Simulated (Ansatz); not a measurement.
# What a change does: band-structure calculation on KI

System: KI (I-4m2, 2 atoms in the cell).
Method of the first run: DFT, PBE, plane waves, PAW, no spin polarisation (Ansatz 0.2.0).

The structure was built on a prototype by a generator. The geometry comes from this level: r2SCAN (a point of a series of strains). Text and figures count atoms from 1; the logs count them from 0 in places.

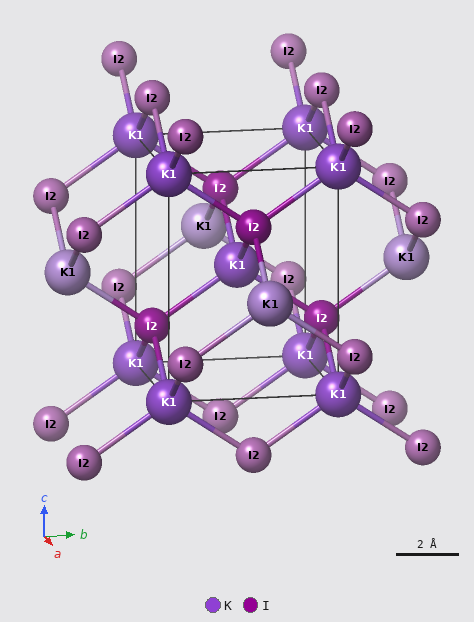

Fig. 1: The structure (ball-and-stick view of the cell 2 times as large as that of the calculation, set on its symmetry axes, seen slightly off an axis; neighbours outside the cell are drawn fainter; atoms are numbered from 1 in the order of the input). Near neighbours in the crystal (not all of them lie inside the picture): K has 4 I at 3.39 Å; I has 4 K at 3.39 Å.

**Input, the first run**
```yaml
crystal:
  lattice:
    - [0.0, 3.96589425, 3.96589425]
    - [3.8024994069, 0.0, 3.96589425]
    - [3.8024994069, 3.96589425, 0.0]
  atoms:
    - { symbol: K, position: [0.0, 0.0, 0.0] }
    - { symbol: I, position: [0.25, 0.25, 0.25] }
kpoints:
  mp_grid: { grid: [6, 6, 6] }
  band_path:
    path:
      - [0.0, 0.0, 0.0]
      - [-0.5, -0.5, 0.0]
      - [-0.375, -0.375, 0.25]
      - [-0.375, 0.0, 0.375]
      - [0.0, 0.0, 0.5]
      - [-0.5, -0.25, 0.25]
      - [-0.15, 0.0, 0.15]
    npoints: 1
hamiltonian:
  xc: pbe
scf:
  occupations: { method: fermi_dirac, width: 0.02 }
  n_extra_bands: 4
output:
  forces: true
  stress: true
  eigenvalues: true
```

Hardware: 4 threads of an Arm (aarch64) CPU, shared host.

**Output, shortened to warnings, some set-up lines, iterations and results (the first run)**
```
Basis set: ecut = 420 eV, 2333 PW (Γ), exchange–correlation on 80×80×80 points (8 copies of the dense FFT grid, shifted against one another)
Symmetry: 8 space group operations
k-points: 30 of 216 (time reversal used)
Initial density: superposition of atomic densities (neutral atoms: chi_scale 0, normalization atom), corrected by the library's trained network
[...]
SCF iter   1: F=—  HF=-9053.507688 eV  |F-HF|=—  |Δ(HF+E_count)|=         —  Δρ=5.06e-4  dr2=4.73e-4  ethr=1.77e-3  ⟨swp⟩=7.7  Hψ=3257  notcnv=0
SCF iter   2: F=—  HF=-9053.507054 eV  |F-HF|=—  |Δ(HF+E_count)|=   6.34e-4  Δρ=3.75e-4  dr2=1.86e-4  ethr=1.82e-6  ⟨swp⟩=2.9  Hψ=1387  notcnv=0
SCF iter   3: F=—  HF=-9053.507030 eV  |F-HF|=—  |Δ(HF+E_count)|=   2.46e-5  Δρ=2.02e-4  dr2=3.84e-5  ethr=7.15e-7  ⟨swp⟩=2.0  Hψ=904  notcnv=0
SCF iter   4: F=—  HF=-9053.507118 eV  |F-HF|=—  |Δ(HF+E_count)|=   8.86e-5  Δρ=1.08e-4  dr2=1.11e-5  ethr=1.48e-7  ⟨swp⟩=2.0  Hψ=1016  notcnv=0
SCF iter   5: F=—  HF=-9053.507111 eV  |F-HF|=—  |Δ(HF+E_count)|=   6.76e-6  Δρ=5.44e-5  dr2=3.49e-6  ethr=4.28e-8  ⟨swp⟩=2.0  Hψ=810  notcnv=0
SCF iter   6: F=—  HF=-9053.507109 eV  |F-HF|=—  |Δ(HF+E_count)|=   2.07e-6  Δρ=1.91e-5  dr2=3.21e-7  ethr=1.34e-8  ⟨swp⟩=2.0  Hψ=900  notcnv=0
SCF iter   7: F=-9053.507109 eV  HF=-9053.507109 eV  |F-HF|=1.60e-8  |Δ(HF+E_count)|=   2.59e-7  Δρ=3.02e-6  dr2=1.09e-8  ethr=3.85e-10  ⟨swp⟩=6.7  Hψ=2487  notcnv=0
SCF 1 converged in 7 iterations: F = -9053.507109 eV  dr2 = 1.09e-8
NSCF: frozen V_eff on 7 k-points
SCF converged after 7 iterations
Free energy (F): -9053.507109 eV
Harris-Foulkes:  -9053.507109 eV  (|F-HF|=1.60e-8)
Internal energy: -9053.507109 eV  (E = F + TS)
E sigma→0 (E₀):  -9053.507109 eV
Fermi energy:    1.971951 eV
--- Per-component energies (eV) ---
  E_band       = -574.367702
  E_kinetic    = 443.035480
  E_local      = -3338.478946  (includes V_loc(G=0)·N_el)
  E_nonlocal   = -77.314629
  E_hartree    = 1569.592502
  E_xc         = -263.341875
  E_vxc        = -293.584486  (∫ρ·V_xc dr)
  E_paw        = -5599.103809  (= ΣΔE_a)
  E_vpaw       = -447.203730  (= ΣTr[D̂ρ^β])
  E_aug_tail   = -0.000016  (compensation charges beyond the density's cutoff)
  E_ewald      = -1787.895816
  E_smearing   = -0.000000  (= −TS)
  E_closure    = -0.000000  (closes the sum)
  Σ components = -9053.507109   (vs F -9053.507109, Δ=0.00e0)
--- Forces (eV/Å), atoms counted from 1 ---
  atom   1  K      0.00000000     0.00000000     0.00000000
  atom   2  I      0.00000000     0.00000000    -0.00000000
  max |Σ_I F_I| component: 2.43e-17 eV/Å
--- Stress (GPa, compression-positive) ---
        0.508388       0.000000       0.000000
        0.000000       0.532668       0.000000
        0.000000       0.000000       0.532668
  P = ⅓ Tr σ = 0.5246 GPa (5.246 kbar)
```

For the second run the input was changed thus:
```diff
-  xc: pbe
+  xc: r2scan
-  occupations: { method: fermi_dirac, width: 0.02 }
+  occupations: { method: fixed }
```

What does this change do to the results?

The total energies belong to different methods, so their difference says nothing on which is more stable or more accurate. The gap on the mesh goes from 3.98 to 4.51 eV. The pressure goes from 0.52 to 0.35 GPa. The functional changes from PBE to r2SCAN. The number of SCF iterations is the same. The default cutoff goes from 420 to 500 eV with the change. The plane waves at Γ go from 2333 to 3029.

**Output, shortened to warnings, some set-up lines, iterations and results (the second run)**
```
Basis set: ecut = 500 eV, 3029 PW (Γ), exchange–correlation on 180×180×180 points (64 copies of the dense FFT grid, shifted against one another)
Symmetry: 8 space group operations
k-points: 30 of 216 (time reversal used)
Initial density: superposition of atomic densities (neutral atoms: chi_scale 0, normalization atom), corrected by the library's trained network
[...]
SCF iter   1: F=—  HF=-9073.628865 eV  |F-HF|=—  |Δ(HF+E_count)|=         —  Δρ=2.08e-3  dr2=3.07e-3  dr2_τ=8.00e-4  ethr=1.77e-3  ⟨swp⟩=5.4  Hψ=2530  notcnv=0  defer=57
SCF iter   2: F=—  HF=-9073.643804 eV  |F-HF|=—  |Δ(HF+E_count)|=   1.49e-2  Δρ=9.19e-4  dr2=5.25e-4  dr2_τ=3.13e-5  ethr=1.18e-5  ⟨swp⟩=4.1  Hψ=1218  notcnv=0  defer=60
SCF iter   3: F=—  HF=-9073.644160 eV  |F-HF|=—  |Δ(HF+E_count)|=   3.56e-4  Δρ=1.85e-4  dr2=4.27e-5  dr2_τ=3.02e-6  ethr=2.02e-6  ⟨swp⟩=3.0  Hψ=1018  notcnv=0  defer=60
SCF iter   4: F=—  HF=-9073.644201 eV  |F-HF|=—  |Δ(HF+E_count)|=   4.14e-5  Δρ=6.70e-5  dr2=4.25e-6  dr2_τ=2.05e-7  ethr=1.64e-7  ⟨swp⟩=2.0  Hψ=960  notcnv=0  defer=60
SCF iter   5: F=—  HF=-9073.644204 eV  |F-HF|=—  |Δ(HF+E_count)|=   2.68e-6  Δρ=2.98e-5  dr2=9.81e-7  dr2_τ=3.06e-8  ethr=1.63e-8  ⟨swp⟩=2.0  Hψ=600  notcnv=0  defer=60
SCF iter   6: F=—  HF=-9073.644204 eV  |F-HF|=—  |Δ(HF+E_count)|=   3.79e-7  Δρ=8.49e-6  dr2=1.10e-7  dr2_τ=1.69e-9  ethr=3.77e-9  ⟨swp⟩=3.0  Hψ=900  notcnv=0  defer=60
SCF iter   7: F=-9073.644204 eV  HF=-9073.644204 eV  |F-HF|=8.24e-10  |Δ(HF+E_count)|=   1.41e-8  Δρ=1.38e-6  dr2=2.87e-9  dr2_τ=2.78e-11  ethr=3.85e-10  ⟨swp⟩=10.3  Hψ=3404  …
SCF 1 converged in 7 iterations: F = -9073.644204 eV  dr2 = 2.87e-9
NSCF: frozen V_eff on 7 k-points
SCF converged after 7 iterations
Free energy (F): -9073.644204 eV
Harris-Foulkes:  -9073.644204 eV  (|F-HF|=8.24e-10)
Internal energy: -9073.644204 eV  (E = F + TS)
E sigma→0 (E₀):  -9073.644204 eV
Fermi energy:    -0.393004 eV
--- Per-component energies (eV) ---
  E_band       = -596.191944
  E_kinetic    = 442.798705
  E_local      = -3336.760355  (includes V_loc(G=0)·N_el)
  E_nonlocal   = -77.297319
  E_hartree    = 1568.098340
  E_xc         = -254.882083
  E_vxc        = -326.446861  (∫ρ·V_xc dr)
  E_paw        = -5627.582514  (= ΣΔE_a)
  E_vpaw       = -454.475292  (= ΣTr[D̂ρ^β])
  E_aug_tail   = -0.000030  (compensation charges beyond the density's cutoff)
  E_vtau       = 19.789023  (kinetic-family band-sum trace: ∫τ·v_τ [+ j·A + Jᵃ·Aᵃ] dr)
  E_ewald      = -1787.895816
  E_core_change = -0.123132  (= ΣΔE_core)
  E_smearing   = -0.000000  (= −TS)
  E_closure    = -0.000000  (closes the sum)
  Σ components = -9073.644204   (vs F -9073.644204, Δ=0.00e0)
--- Forces (eV/Å), atoms counted from 1 ---
  atom   1  K      0.00000000     0.00000000     0.00000000
  atom   2  I      0.00000000     0.00000000    -0.00000000
  max |Σ_I F_I| component: 2.60e-17 eV/Å
--- Stress (GPa, compression-positive) ---
        0.335101       0.000000       0.000000
        0.000000       0.364752       0.000000
        0.000000       0.000000       0.364752
  P = ⅓ Tr σ = 0.3549 GPa (3.549 kbar)
```

**The two runs side by side**

| quantity | the first run | the second run |
| --- | --- | --- |
| outcome | converged | converged |
| free energy per atom (eV) | −4526.7536 | −4536.8221 |
| gap on the mesh (eV) | 3.98 | 4.51 |
| pressure (GPa) | 0.52 | 0.35 |
| largest force (eV/Å) | 0.000 | 0.000 |
| SCF iterations | 7 | 7 |
| irreducible k-points | 30 | 30 |
| plane waves at Γ | 2333 | 3029 |
| wall time (shared host) | 2.9 s | 6.2 s |
